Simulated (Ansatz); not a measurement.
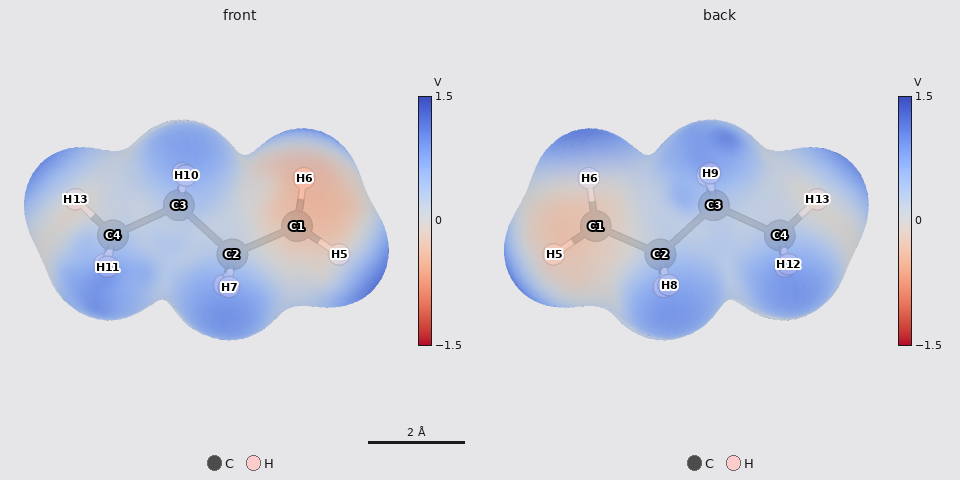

Figure 1: C4H9 (SMILES [CH2]CCC) (doublet). The molecular electrostatic potential painted on the density surface at 0.004 e/bohr³, seen from the front and from behind; the colour scale runs from red (negative) to blue (positive).

Geometry: PBE0-D4/def2-TZVP.

Method: UKS PBE0-D4/def2-TZVPP in Ansatz.

The calculation's input:

```
crystal:
  periodic: [false, false, false]
  atoms:
    - {symbol: C, position_ang: [-1.046403, 1.709672, -0.541572]}
    - {symbol: C, position_ang: [-0.615570, 0.294019, -0.535790]}
    - {symbol: C, position_ang: [0.503005, -0.006391, 0.453133]}
    - {symbol: C, position_ang: [0.905545, -1.470010, 0.463030]}
    - {symbol: H, position_ang: [-1.626092, 2.114481, -1.361511]}
    - {symbol: H, position_ang: [-0.896320, 2.336823, 0.329362]}
    - {symbol: H, position_ang: [-0.306291, -0.007790, -1.545501]}
    - {symbol: H, position_ang: [-1.474174, -0.359885, -0.302116]}
    - {symbol: H, position_ang: [0.180951, 0.296497, 1.455908]}
    - {symbol: H, position_ang: [1.370074, 0.617170, 0.210671]}
    - {symbol: H, position_ang: [1.257251, -1.788860, -0.522345]}
    - {symbol: H, position_ang: [0.060413, -2.109838, 0.732782]}
    - {symbol: H, position_ang: [1.708209, -1.660688, 1.178848]}
basis:
  gaussian: {orbitals: def2-TZVPP}
magnetization: {spin_polarized: true, initial_magnetization: 1}
hamiltonian: {xc: pbe0, dispersion: d4}
output: {orbitals: {seedname: orbitals}}
```

Launched as:

```sh
ansatz run in.yaml --threads 4 --pin off --events-out ev --progress --plain --max-ram 10444MiB
```

### Describe the electrostatic potential map.

The most negative region (about −0.5 V) lies over the π face of C1, the most positive (about +1.1 V) over H5, H6 and H9.
